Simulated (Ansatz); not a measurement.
The structure in question:

```
CELL_PARAMETERS angstrom
2.94849 0.00000 0.00000
-1.47425 2.55347 0.00000
0.00000 0.00000 4.80631
ATOMIC_POSITIONS crystal
Al 0.66667 0.33333 0.75000
Al 0.33333 0.66667 0.25000
```

Question: What crystal do these data define?

Answer: The element is aluminium. The space group is P6_3/mmc (No. 194); the lattice is primitive hexagonal. It belongs to the family called hexagonal close-packed (Mg type). The cell holds two atoms.

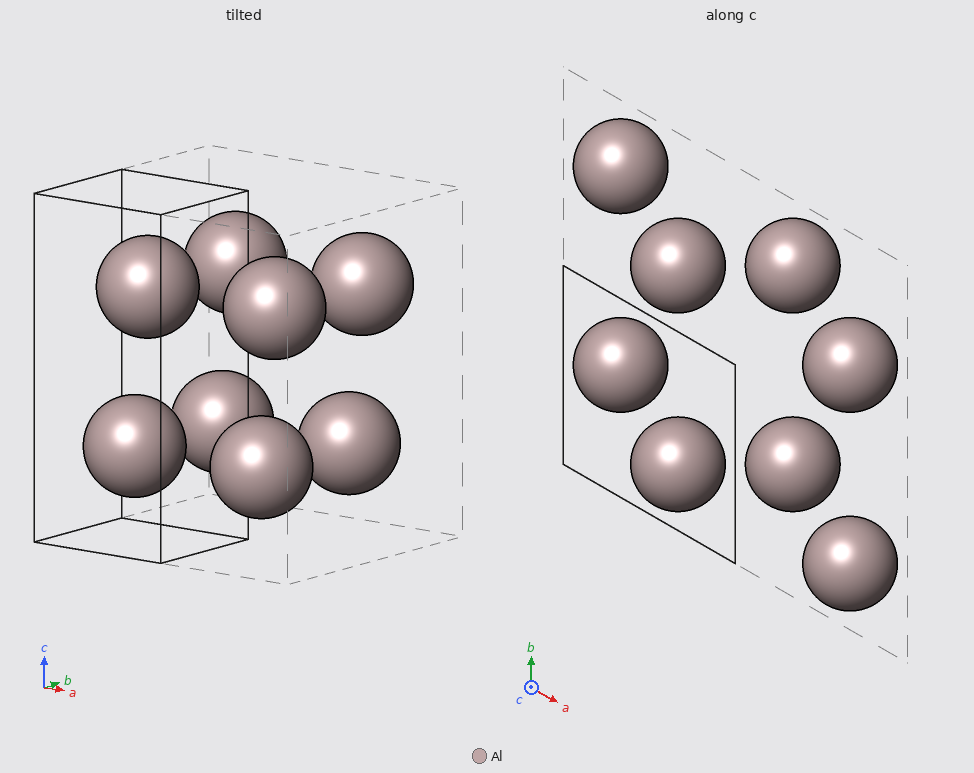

View slightly off an axis and along the c axis, drawn as a spheres-only model. The structure is repeated 2×2×1 times; solid lines mark one conventional unit cell.

It goes back to a structure listed in the Materials Project. The cell was then strained or its atoms displaced on purpose. A calculation with Ansatz used it as input.

At this level of theory the cell isn't at rest (stretched, at -8 GPa), so its distances can differ from those at equilibrium, the more so the softer the solid.
